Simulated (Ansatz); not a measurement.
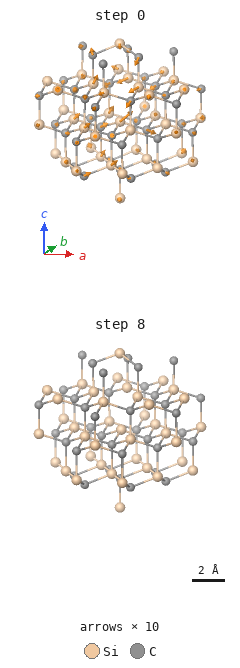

The structure of a defect cell of composition Si$_{128}$C$_{127}$ before (top) and after (bottom) a relaxation, at one scale. The orange arrows give the displacements, 10 times their true length.

The picture is a ball-and-stick view of the atoms within 5.8 Å of the atom that moves most (axes of the cell of the calculation), seen slightly off an axis.

Level of theory: Ansatz, DFT, PBEsol, PAW, plane waves. Settings: plane-wave cutoff 420 eV; k-point mesh 1 × 1 × 1; mesh shifted by (0.25, 0.25, 0.25); collinear spin; atoms relaxed in a fixed cell; force threshold 0.03 eV/Å; at most 80 steps.

Summarise the run.

Answer. The largest move is that of a Si atom, 0.11 Å along [2 2 1]. Largest moves by element: Si 0.11 Å, C 0.07 Å. The lattice vectors keep their values. Near-neighbour distances that change, for instance: C–Si 1.954 → 1.882 Å, C–Si 1.817 → 1.884 Å, C–Si 1.856 → 1.910 Å, C–Si 1.933 → 1.884 Å. Among the angles between lasting bonds that change: C–Si–C 110.9° → 105.7°, Si–C–Si 111.3° → 107.1°, C–Si–C 106.3° → 110.0°. The energy falls by 3.570 eV per cell of the calculation in 8 geometry steps. The largest force component goes from 1.7 to 0.026 eV/Å.
